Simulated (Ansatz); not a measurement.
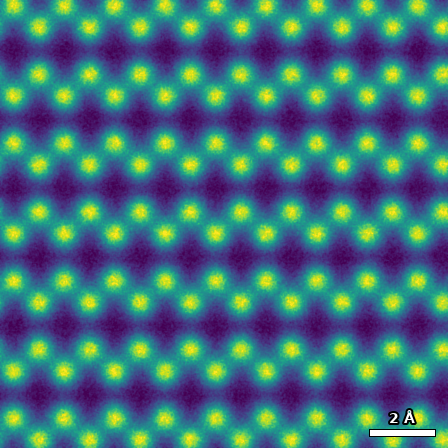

Integrated-DPC-like image of a crystal. Simulated as the projected potential of neutral atoms (B = 0.3 Å²) blurred by a 0.57 Å probe, the thin-sample limit of integrated differential phase contrast. Shot noise was added.

**Measure the repeat of the pattern.**

The pattern repeats on a centred rectangular net of 1.6 × 4.3 Å.

**What is the plane group of the image?**

c2mm: perpendicular mirror lines on a centred net, with further twofold points between them.

**How many columns does the smallest repeating cell hold, and how many levels of brightness?**

2 columns in the primitive cell of 3.4 Å², all of one brightness.

The crystal is Ni (P6_3/mmc, No. 194) seen along [201]. Atomic positions: coordinates from a relaxation with DFT PBE, scalar-relativistic, plane waves, PAW (Ansatz 0.2.0); the starting structure was generated, so it need not be a known form of this composition.
